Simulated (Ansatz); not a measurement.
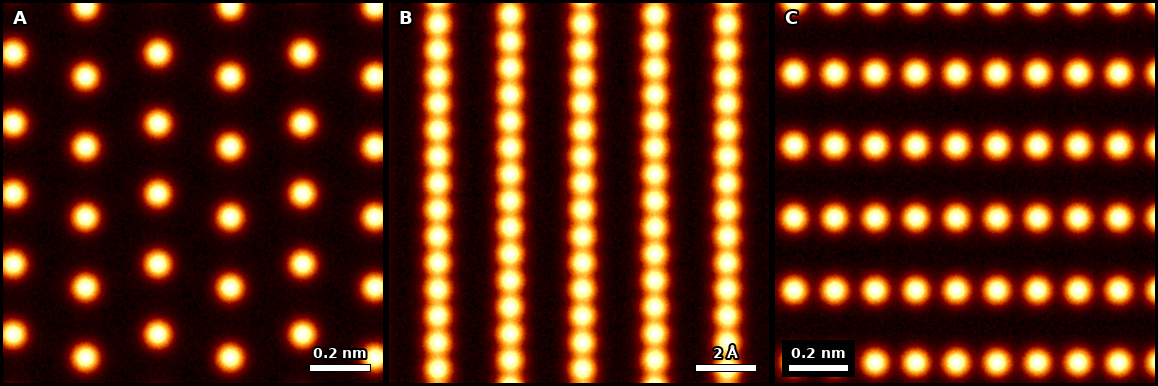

Three views of W (P6_3/mmc, No. 194) along different zone axes. Simulated incoherent Z contrast: every atom adds Z^1.7 spread by a probe of 0.62 Å full width; channelling and multiple scattering are left out. The probe carries 15 % of its weight in a tail 2.5 times as wide. The display is stretched by a gamma of 0.65; percentages refer to the linear signal. Shot noise was added. Structure: the geometry given to an electronic-structure calculation, possibly off equilibrium; the starting structure was generated, so it need not be a known form of this composition.

```
CELL_PARAMETERS angstrom
2.77639 0.00000 0.00000
-1.38819 2.40442 0.00000
0.00000 0.00000 4.95093
ATOMIC_POSITIONS crystal
W 0.33333 0.66667 0.75000
W 0.66667 0.33333 0.25000
```

Match the panels to the zone axes [100], [210] and [310].

Answer. A is [100]: projected cell 2.40 × 4.95 Å, 90°, plane group p2mg. B is [310]: projected cell 0.91 × 4.95 Å, 90°. C is [210]: projected cell 1.39 × 2.48 Å, 90°, plane group p2mm.
